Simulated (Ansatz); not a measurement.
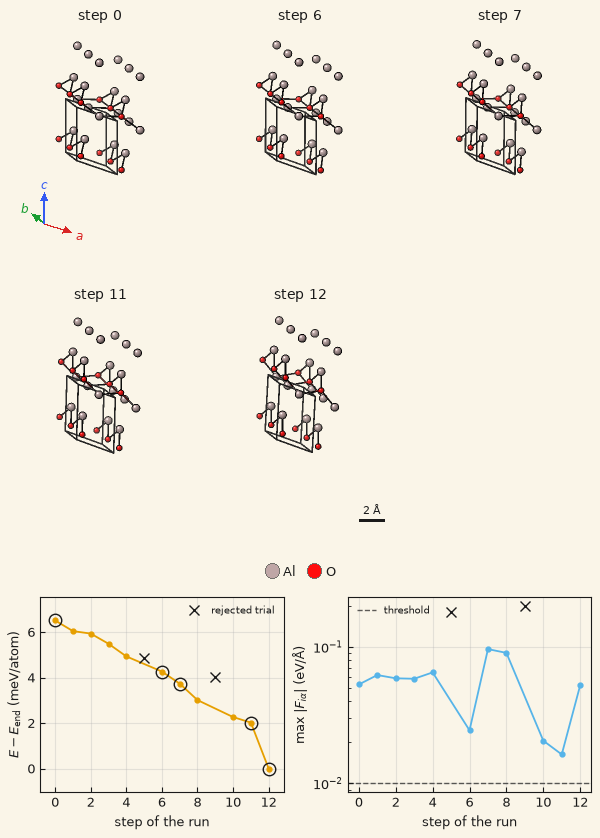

Frames of a relaxation of solid Al$_{2}$O (a generated structure, set up in Pm), marked on the history of the run. The picture is a ball-and-stick view of the cell of the calculation, repeated 2 × 2 × 2 with one cell outlined, seen slightly off an axis.

The calculation used DFT PBE, scalar-relativistic, plane waves, PAW in Ansatz 0.2.0.

Input file:
```yaml
crystal:
  lattice:
    - [3.7599904213, 0.0, 0.0]
    - [0.0, 2.8536614667, 0.0]
    - [-1.7285320164, 0.0, 4.1223447176]
  atoms:
    - { symbol: Al, position: [0.5602183631, 0.0, 0.978743305] }
    - { symbol: Al, position: [0.3355699694, 0.5, 0.4086117928] }
    - { symbol: O, position: [0.1042116674, 0.0, 0.1126449021] }
basis:
  ecutwfc: 420
kpoints:
  mp_grid: { grid: [14, 16, 12] }
hamiltonian:
  xc: pbe
scf:
  occupations: { method: gaussian, width: 0.1 }
output:
  forces: true
  stress: true
  eigenvalues: true
relax:
  adjacent_minimum: "off"
  f_tol: 0.01
  max_steps: 80
  cell: { stress_tol: 0.05 }
```

Launched with:
```bash
ansatz run input.yaml --threads 1 --pin off --max-ram 2560MiB --backend cpu --events-out ev --progress --plain --runs-dir out
```

What happens along the run?

The run was cut off at its time limit before the relaxation converged, so the last structure is only a point on the way. The energy falls by 6.5 meV per atom in 10 accepted moves (12 points after the start). Largest force component: 0.053 eV/Å at the start, 0.052 eV/Å at the end. The pressure goes from −0.12 to −0.33 GPa. The line search rejected the trial steps at points 5, 9 of the run. The atom that moves furthest relative to the cell is Al1 (0.20 Å along −c). By element the largest moves are Al 0.20 Å, O 0.17 Å. The drawn cell changes as follows: a 3.760 → 3.314 Å (−11.9 %), b 2.854 → 2.975 Å (+4.3 %), c 4.470 → 4.685 Å (+4.8 %), β 112.7° → 110.4°; the volume changes by −2.1 %. Among the contacts that change: Al1–O3 2.023 → 1.885 Å, Al2–O3 1.911 → 1.952 Å, Al1–O3 (another image) 1.896 → 1.888 Å. Among the angles between lasting bonds that change: Al1–O3–Al1 147.2° → 122.9°, O3–Al1–O3 147.2° → 122.9°, Al1–O3–Al2 89.6° → 108.7°. The space group stays Pm (No. 6). The run took 9.2 min on 1 thread of Arm Neoverse V1, with other jobs on the host, peak memory 0.73 GiB. From step 0 to 6: Al2 moves most (0.07 Å), volume −0.7 %, energy −2.2 meV per atom. From step 6 to 7: Al2 moves most (0.05 Å), volume −1.0 %, energy −0.5 meV per atom. From step 7 to 11: Al1 moves most (0.08 Å), energy −1.7 meV per atom. From step 11 to 12: Al1 moves most (0.07 Å), volume −0.5 %, energy −2.0 meV per atom.
